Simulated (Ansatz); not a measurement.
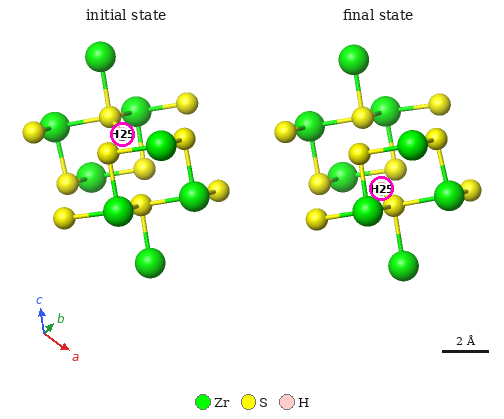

The two relaxed end points of a path for a defect cell of composition Zr$_{8}$HS$_{16}$ (25 atoms in the cell). The picture is a ball-and-stick view of the atoms within 4.8 Å of the middle of the path, seen slightly off an axis. The moving atom is ringed, with any periodic copies. Bonds to atoms that aren't drawn are left out.

Method: Ansatz 0.2.0, DFT PBE, scalar-relativistic, plane waves, PAW.

Run with plane-wave cutoff 420 eV; k-point mesh 2 × 2 × 2; Gaussian smearing 0.02 eV; 5 movable images; climbing image.

Start:
```xyz
25
Lattice="0.0000 -6.3830 6.7579 0.0000 -6.3830 -6.7579 7.3704 6.3830 0.0000" Properties=species:S:1:pos:R:3 pbc="T T T"
Zr    1.9536   -9.5001   -0.0715
Zr    0.0005   -6.3999   -0.0017
Zr    3.7129   -6.3613   -0.0015
Zr    1.8282   -3.2249    0.0420
Zr    7.3700    6.2528   -0.0799
Zr    5.4161   -3.1165   -0.0717
Zr    3.6574    0.0219   -0.0021
Zr    5.5421    3.1574    0.0417
S     3.6370   -2.1017   -1.4879
S     1.8167   -5.2951    5.3221
S     5.5273    1.0704   -1.4559
S     3.7332   -2.1017    5.2705
S     1.8429   -5.3118   -1.4557
S     0.0001   -2.1845   -1.4914
S     5.5535   -5.2950   -1.4354
S     0.0004   -8.5251   -1.4428
S     1.8602   -7.4544    1.4419
S     7.3703    2.0926    1.4870
S     3.6953   -4.2484    1.4641
S     1.8205   -1.0631    1.4476
S     7.3695   -4.2515    1.4047
S     5.5101   -1.0708    1.4414
S     3.6745   -4.2489   -5.2938
S     5.5493   -1.0640   -5.3103
H     7.3664    2.1086   -3.9951
```

End:
```
Zr S H
1.0
     0.00000   -6.38297    6.75791
     0.00000   -6.38297   -6.75791
     7.37042    6.38297    0.00000
Zr S H
8 16 1
Direct
  0.87876 0.87844 0.25378
  0.51875 0.50815 0.01515
  0.74524 0.75146 0.50195
  0.37493 0.37471 0.24624
  0.99328 0.99945 0.99807
  0.62377 0.62351 0.74993
  0.25358 0.24300 0.48494
  0.12075 0.10892 0.75006
  0.30820 0.52156 0.49762
  0.93458 0.15122 0.25146
  0.18810 0.39596 0.75013
  0.81113 0.02533 0.50300
  0.43320 0.64984 0.24863
  0.05809 0.27230 0.99709
  0.67891 0.89895 0.75002
  0.56067 0.77396 0.00240
  0.82372 0.60355 0.25654
  0.43968 0.22728 0.99652
  0.69159 0.47619 0.49995
  0.31716 0.09706 0.24349
  0.94161 0.72616 0.00007
  0.56392 0.35042 0.74995
  0.19321 0.98075 0.50352
  0.06422 0.84352 0.74998
  0.08603 0.49486 0.75054
```

### What barrier does the band find between them, and by what path?

The two ends have the same energy, and the highest point, image 3, lies 0.77 eV above the start. The H atom travels furthest, 2.44 Å from end to end, roughly along [0 −1 −2], on a path that bends up to 0.19 Å away from the straight line. At the highest image its nearest neighbour (S) is 1.77 Å away, against 1.36 Å at the start, and the surrounding atoms stand up to 0.45 Å off the mean of their end positions. Breaking: H–S (1.36 → 3.30 Å). Forming: H–S (3.30 → 1.36 Å). The band converged in 9 iterations. The largest component of the band force went from 2.7 to 0.04 eV/Å. The climbing image converged on the top of the path. Its curvatures weren't checked.

Energies of the converged images:

```
image  path (Å)  E (eV)
    0      0.00   0.000
    1      0.55   0.060
    2      1.10   0.291
    3      1.64   0.766
    4      2.19   0.291
    5      2.74   0.060
    6      3.29   0.000
```

The geometry at the top of the path:

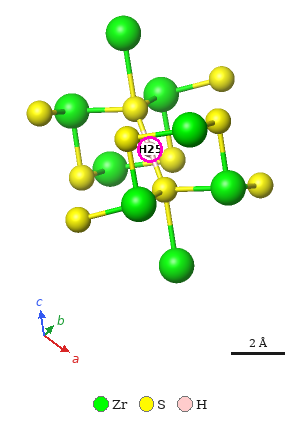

Limits of the set-up: the cell has an odd number of electrons but was run without spin polarisation.

Cost: 3.6 min on 4 threads of AMD EPYC 9R45 96-Core Processor (Zen 5) (shared host), peak memory 3.4 GiB.
